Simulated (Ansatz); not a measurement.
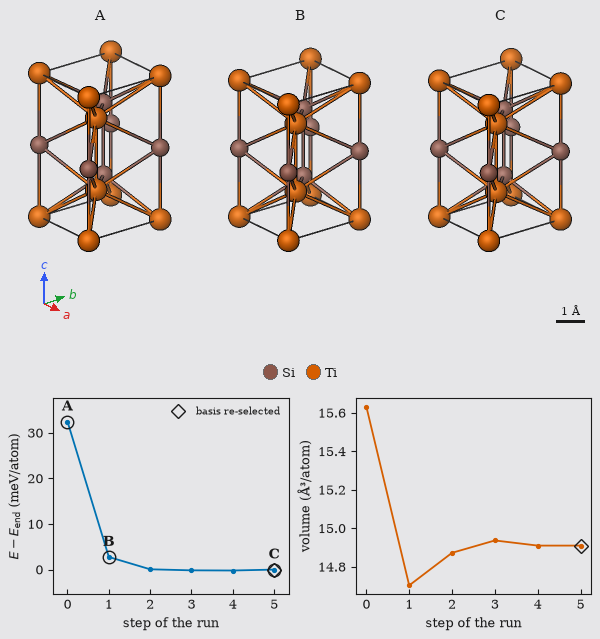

Frames of a relaxation of crystalline TiSi (set up in P-6m2), marked on the history of the run. The picture is a ball-and-stick view of the cell of the calculation, seen slightly off an axis.

Case: 3 of 6 Ti sites taken by Si, cell and atoms relaxed.

Computed with Ansatz 0.2.0, DFT r2SCAN, scalar-relativistic, plane waves, PAW. Settings: plane-wave cutoff 500 eV; k-point mesh 12 × 12 × 8; occupations gaussian; smearing width 0.1 eV; no spin polarisation; cell and atoms relaxed; force threshold 0.015 eV/Å; at most 60 steps.

Q: What happens along the run?

A: The energy falls by 32.5 meV per atom in 4 accepted moves (5 points after the start). Largest force component: 0.2 eV/Å at the start, 0.0034 eV/Å at the end. The pressure goes from −4.92 to 0.01 GPa. The SCF was repeated once at an unchanged geometry on a basis and grid sized afresh for the cell, which shifted the energy by 0.2 meV per atom at most. The largest moves relative to the cell, 0.039 Å, are those of Si atoms. Largest moves by element: Si 0.039 Å, Ti 0.004 Å. Cell: a = b 4.474 → 4.490 Å (+0.4 %), c 5.410 → 5.123 Å (−5.3 %). Volume −4.6 %. Among the contacts that change: Si–Si 2.705 → 2.483 Å, Ti–Ti 2.705 → 2.553 Å, Si–Ti 2.705 → 2.561 Å, Si–Si 2.705 → 2.639 Å. The space group stays P-6m2 (No. 187). The run took 9.7 min on 1 thread of Intel(R) Xeon(R) Processor @ 2.50GHz (Skylake/Cascade Lake), on a shared host, peak memory 0.79 GiB. From step 0 to 1: Si atoms move most (0.02 Å), volume −5.9 %, energy −29.7 meV per atom. From step 1 to 5: Si atoms move most (0.02 Å), volume +1.4 %, energy −2.8 meV per atom.
